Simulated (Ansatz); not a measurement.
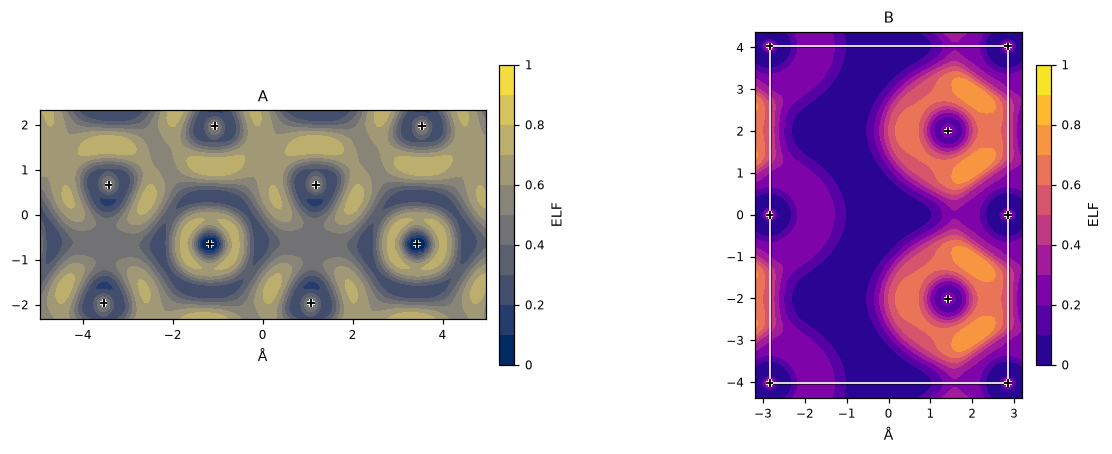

The electron localisation function of 2 systems, each on a plane through atoms (crosses mark nuclei in the plane).

Theory: Ansatz, DFT, LDA, PAW with Ansatz's default frozen-core files, scalar-relativistic.

System 1: Si₂W, the (010) plane of the conventional cell. Space group C2/m; changed on purpose from its base cell (equal xy, yz and zx shear strains of +3 %, PAW files); not relaxed (largest force 0.3 eV/Å); computed pressure about −7 GPa in this cell.

```cif
data_structure
_symmetry_space_group_name_H-M 'P 1'
_symmetry_Int_Tables_number 1
_cell_length_a 4.6116
_cell_length_b 4.4743
_cell_length_c 4.4813
_cell_angle_alpha 90.000
_cell_angle_beta 118.523
_cell_angle_gamma 90.000
_cell_volume 81.24
loop_
_atom_site_label
_atom_site_type_symbol
_atom_site_fract_x
_atom_site_fract_y
_atom_site_fract_z
_atom_site_occupancy
Si1 Si 0.33300 0.00000 0.66600 1
Si2 Si 0.83300 0.50000 0.66600 1
Si3 Si 0.16700 0.50000 0.33400 1
Si4 Si 0.66700 0.00000 0.33400 1
W1 W 0.00000 0.00000 0.00000 1
W2 W 0.50000 0.50000 0.00000 1
```

System 2: GaAs, the (101) plane of the conventional cell. Space group F-43m; computed pressure about −3 GPa in this cell.

```cif
data_structure
_symmetry_space_group_name_H-M 'P 1'
_symmetry_Int_Tables_number 1
_cell_length_a 5.6911
_cell_length_b 5.6911
_cell_length_c 5.6911
_cell_angle_alpha 90.000
_cell_angle_beta 90.000
_cell_angle_gamma 90.000
_cell_volume 184.33
loop_
_atom_site_label
_atom_site_type_symbol
_atom_site_fract_x
_atom_site_fract_y
_atom_site_fract_z
_atom_site_occupancy
Ga1 Ga 0.50000 0.50000 0.00000 1
Ga2 Ga 0.00000 0.50000 0.50000 1
Ga3 Ga 0.00000 0.00000 0.00000 1
Ga4 Ga 0.50000 0.00000 0.50000 1
As1 As 0.75000 0.75000 0.25000 1
As2 As 0.25000 0.75000 0.75000 1
As3 As 0.25000 0.25000 0.25000 1
As4 As 0.75000 0.25000 0.75000 1
```

Which map belongs to which system?

Panel A is system 1, Si₂W: the plane holds Si and W. Si–W (2.61 Å): the ELF peaks at about 0.75 in the valence shell of Si, 0.9 Å from its nucleus, and is about 0.45 at the midpoint. Panel B is system 2, GaAs: the plane holds Ga and As. Ga–As (2.46 Å): the ELF peaks at about 0.75 between the atoms: localised, covalent bonding.
